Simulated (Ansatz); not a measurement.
# K: what the electrons do

Space group Im-3m.

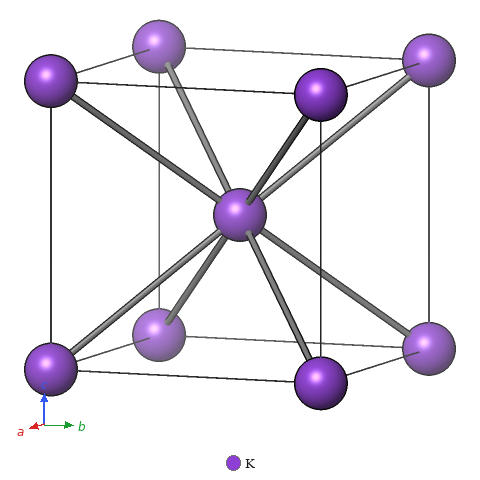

The conventional cell.

Input file:

```
crystal:
  lattice:
    - [-2.6125, 2.6125, 2.6125]
    - [2.6125, -2.6125, 2.6125]
    - [2.6125, 2.6125, -2.6125]
  atoms:
    - { symbol: K, position: [0.0, 0.0, 0.0] }
basis:
  ecutwfc: 420
  fft_grid_basis: typed
kpoints:
  mp_grid: { grid: [10, 10, 10] }
hamiltonian:
  xc: pbe
scf:
  occupations: { method: gaussian, width: 0.05 }
output:
  forces: true
  stress: true
  eigenvalues: true
  bader: true
  write_density: true
  volumetric_format: npy
  elf: true
```

Run with:

```sh
ansatz run input.yaml --threads 1 --pin off --max-ram 2560MiB --backend cpu --events-out ev --progress --plain --runs-dir out
```

The picture shows the conventional cell (a = 5.22 Å, b = 5.22 Å, c = 5.22 Å, α = 90.00°, β = 90.00°, γ = 90.00°).

These are results of DFT PBE, scalar-relativistic, plane waves, PAW (Ansatz 0.2.0), not measurements.

Core electrons are frozen (PAW), so the maps are meaningful between the atoms, not at the nuclei.

### 1. Bonding charge

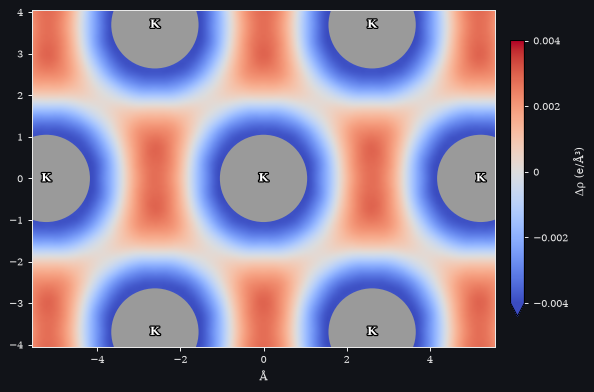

Density of the crystal less the sum of free-atom densities: a map on the (11̄0) plane of the conventional cell, with grey discs over the atomic cores. Cores are masked to 1.0 Å (K).

> Where does charge go when the atoms form this crystal?

Over the whole cell, outside the masked cores, the largest gain, 0.003 e/Å³, lies 2.9 Å from a potassium nucleus, and the largest loss lies at the edge of the masked core of K.
The rearranged charge, half the integral of |Δρ|, is about 0.07 e an atom.

### 2. One group of states

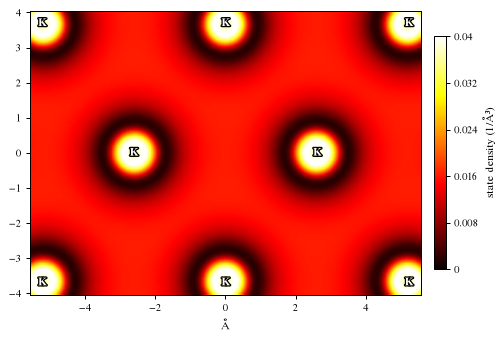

*Density of the Kohn–Sham states from −1.2 to 0.0 eV about the Fermi level (the filled states just under the Fermi level), scaled to one electron a cell: a map on the (101̄) plane of the conventional cell.*

> What is the character of these states?

Projected on a minimal set of atomic orbitals (Löwdin), they are K 4s (over 95 %).

### 3. Change of volume

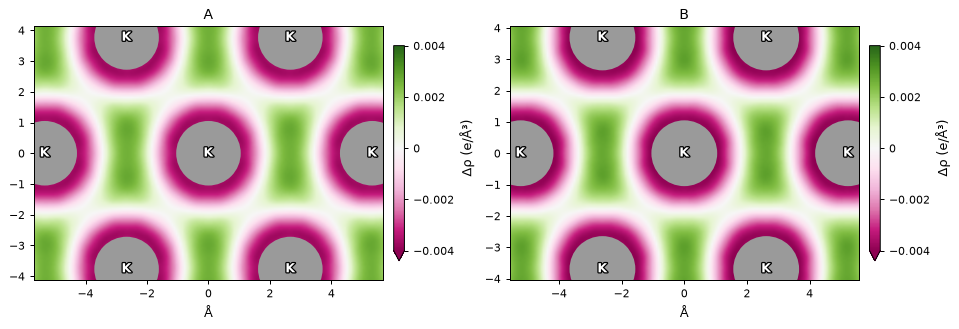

K: deformation density on the (101) plane of the conventional cell at two volumes, with the same fractional coordinates and one colour scale. Grey discs cover the cores. Panel A has 106 % of the volume of panel B.

> What changes between the database cell and the scaled one?

The pressure is 0.1 GPa in B and −0.1 GPa in A.
The rearranged charge is 0.07 e an atom in B and 0.07 e in A.

### 4. Putting it together

The two pressures give a mean stiffness −ΔP/Δln V of about 3.7 GPa over this range, with the atoms held at their fractional positions.

Run times: 5 s (base cell), 1.3 s (state densities) and 5.2 s (scaled cell), on 1 thread of Intel(R) Xeon(R) Platinum 8488C (Sapphire Rapids), on a shared host.
